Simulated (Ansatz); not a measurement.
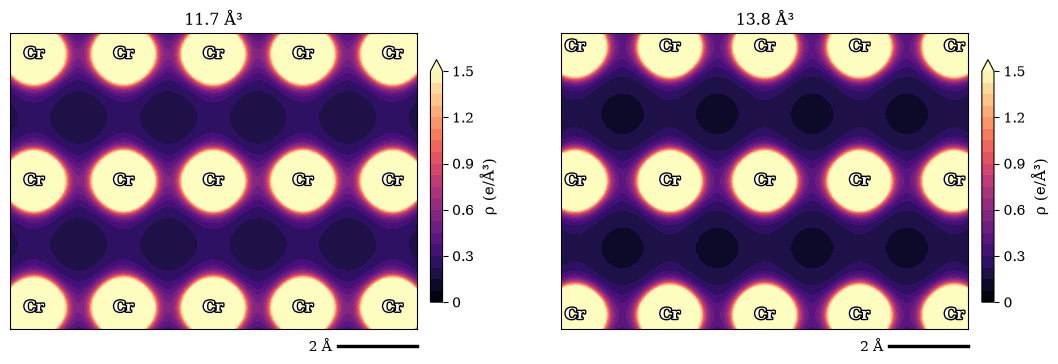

Cr. The valence charge density (pseudo) of cells scaled evenly to different volumes (given per atom above each panel), on the (110) plane of each (indices in the axes of the cell below), at one length scale and on one colour scale.

A generated structure, not necessarily the stable one; the program warned that a starting moment wasn't kept; spin-polarised, but the moments vanished.

Theory: Ansatz, DFT, BLYP, plane waves (420 eV) with PAW, scalar-relativistic.

In a PAW calculation such maps are meaningful between the atoms, not at the nuclei.

The largest cell:

```cif
data_structure
_symmetry_space_group_name_H-M 'P 1'
_symmetry_Int_Tables_number 1
_cell_length_a 2.3971
_cell_length_b 2.3971
_cell_length_c 2.3971
_cell_angle_alpha 90.000
_cell_angle_beta 90.000
_cell_angle_gamma 90.000
_cell_volume 13.77
loop_
_atom_site_label
_atom_site_type_symbol
_atom_site_fract_x
_atom_site_fract_y
_atom_site_fract_z
_atom_site_occupancy
Cr1 Cr 0.00000 0.00000 0.00000 1
```

| volume (Å³/atom) | Cr–Cr contact in the plane (Å) | ρ at its midpoint (e/Å³) | pressure (GPa) | 
| --- | --- | --- | --- |
| 11.65 | 2.267 | 0.540 | 29.6 | 
| 12.18 | 2.301 | ? | ? | 
| 13.77 | 2.397 | 0.436 | −5.2 | 

Estimate the missing row, and compare with the calculation.

Over the known rows ln ρ falls by 1.65 per Å of Cr–Cr distance (the line through the two), which gives 0.511 e/Å³ at 2.301 Å; the calculation gives 0.509 e/Å³. For the pressure, a straight line in volume between the neighbouring rows gives 20.9 GPa; the calculation gives 18.0, lower because pressure rises ever faster on compression.
